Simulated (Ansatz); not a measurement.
ZnSe

```yaml
crystal:
  lattice:
    - [5.33503, 0.00000, 0.00000]
    - [0.00000, 0.00000, -5.33503]
    - [0.00000, 5.33503, 0.00000]
  atoms:
    - { symbol: Zn, position: [0.50000, 0.50000, 0.00000] }
    - { symbol: Zn, position: [0.00000, 0.50000, 0.50000] }
    - { symbol: Zn, position: [0.00000, 0.00000, 0.00000] }
    - { symbol: Zn, position: [0.50000, 0.00000, 0.50000] }
    - { symbol: Se, position: [0.25000, 0.75000, 0.25000] }
    - { symbol: Se, position: [0.75000, 0.75000, 0.75000] }
    - { symbol: Se, position: [0.75000, 0.25000, 0.25000] }
    - { symbol: Se, position: [0.25000, 0.25000, 0.75000] }
```

Space group F-43m; computed pressure about 20 GPa in this cell.

Computed with DFT PBE, plane waves, PAW in Ansatz 0.2.0.

Question: Predict the valence pseudo-density and electron localisation function between the atoms.

Answer: Zn–Se (2.31 Å): ρ is about 0.59 e/Å³ halfway; the ELF is about 0.60 at the midpoint.

Question: Metal or insulator at this level of theory?

Answer: It is gapped, with a Kohn–Sham gap of 2.1 eV on the k-point mesh (the band edges may lie off the mesh, which would make the gap smaller).

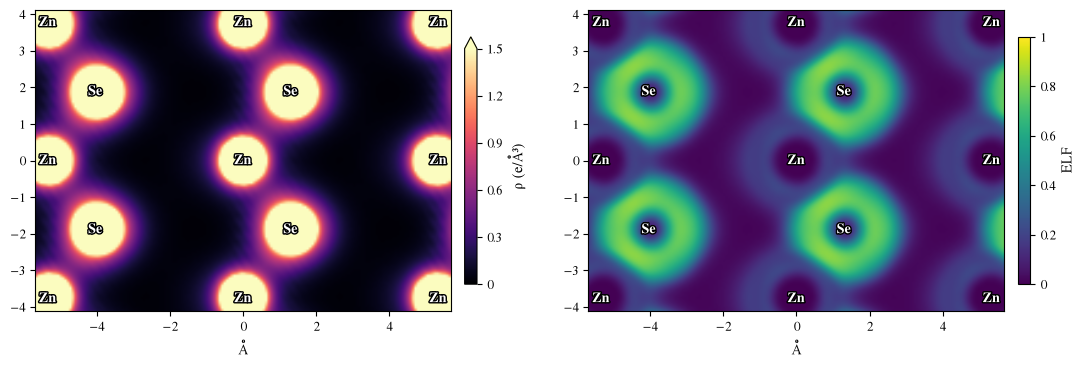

Computed valence pseudo-density and electron localisation function on the (011) plane of the conventional cell, in this order. 

In a PAW calculation such maps are meaningful between the atoms, not at the nuclei.
